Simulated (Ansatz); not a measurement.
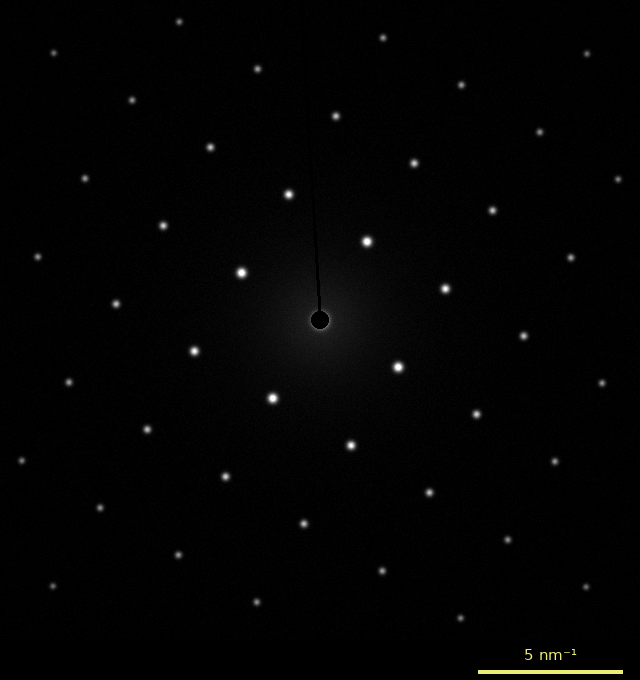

The pattern is a kinematic simulation for 120 kV electrons (no multiple scattering; isotropic B = 0.3 Å²).

### What net do the spots form, and what spacings does it show?

The spots form a square net with both shortest vectors at d = 3.14 Å, 90.0° apart.

### What is the point symmetry of the pattern, intensities included?

4mm. A zero-layer kinematic pattern is always centrosymmetric (Friedel's law). A fourfold pattern needs a tetragonal or cubic crystal seen along a 4 or -4 axis.

### Which crystal and zone produced it?

This cannot be fixed from one zone alone; the pattern is [001] of Y, space group Pm-3m (No. 221), a = 3.14 Å. The net vectors are 1 0 0 and 0 1 0. Structure: coordinates from a relaxation with DFT, LDA (PW92), plane waves (420 eV) with PAW, scalar-relativistic (Ansatz); the starting structure was generated, so it need not be a known form of this composition.
